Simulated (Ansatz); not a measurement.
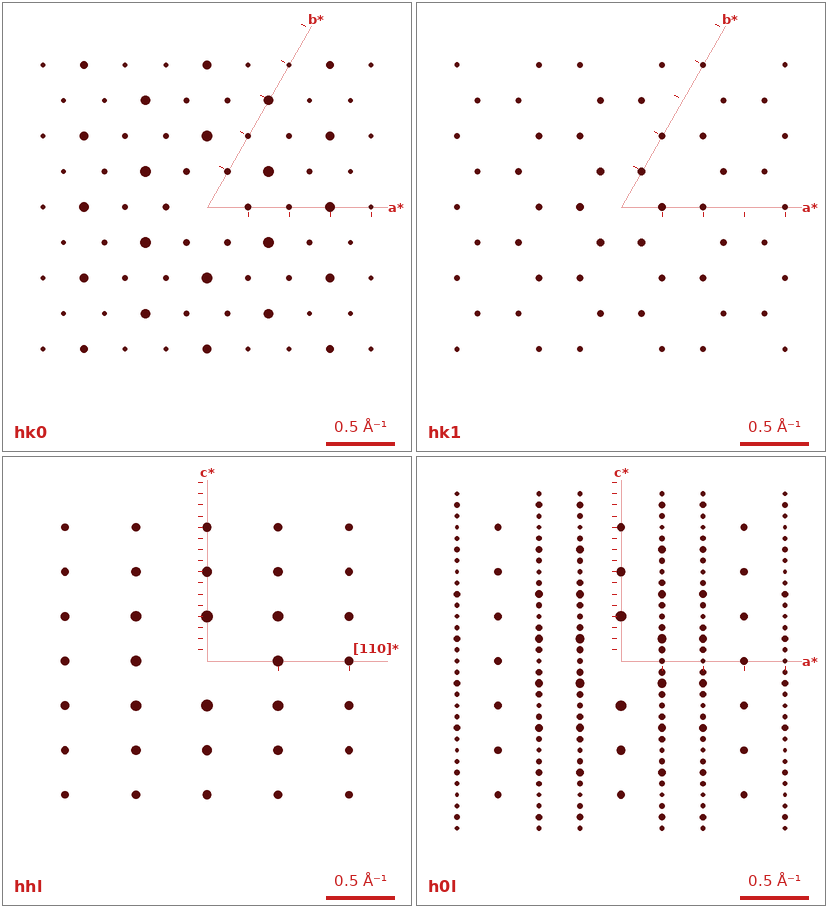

Four undistorted layers of reciprocal space, calculated for a single crystal (X-rays, kinematic |F|², B = 0.5 Å²). Tick marks count the reciprocal lattice steps of the conventional cell along each axis.

### Read the reciprocal cell and give the direct cell.

a* = 0.305, b* = 0.305, c* = 0.083 Å⁻¹, γ* = 60°; the cell is hexagonal with a = 3.79 Å, c = 12.06 Å (hexagonal axes).

### List the systematic absences.

Reflections are present only under these conditions. hkl: no condition; hk0: no condition; h0l: no condition; hhl: l = 2n; 00l: l = 2n. The lattice is primitive (P). Further gaps, such as 0 3 1, 3 0 1, 3 0 3, come from atoms on special positions, not from the group's general conditions. A few very weak reflections are below the display threshold.

### Which space groups fit?

The intensities have Laue symmetry 6/mmm (the hk0 layer shows 6mm, hk1 shows 6mm). With these conditions the candidates are P6_3mc (No. 186), P-62c (No. 190), P6_3/mmc (No. 194). Diffraction geometry alone does not choose among them; the structure has P6_3/mmc. The compound is La. Structure: the input geometry of an electronic-structure calculation (not necessarily at equilibrium).
